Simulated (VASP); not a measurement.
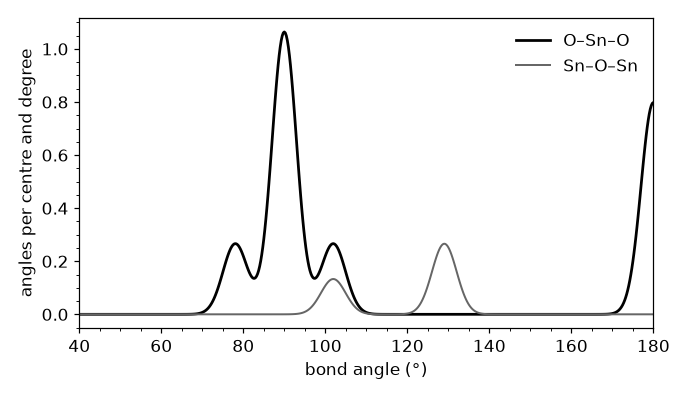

Bond-angle distributions computed from the structure of SnO2; each angle is a Gaussian of σ = 3.0°. Bonds counted: O–Sn up to 2.50 Å. Structure used: the geometry relaxed with VASP 6.6.1, VASP Kohn-Sham DFT of a periodic cell, BLYP with D4, VASP PAW PBE potentials, recommended.

Q: Give the groups of angles for each curve.

A: O–Sn–O: 78° (2 per centre); 90° (8 per centre); 102° (2 per centre); 180° (3 per centre)
Sn–O–Sn: 102° (1 per centre); 129° (2 per centre)

Q: What coordination geometry do the angles point to, counting the bonds named above alone?

A: Sn has 6 O neighbours in an octahedral arrangement (distorted).

The structure has space group P4_2/mnm (No. 136); other forms of this composition would give other results.
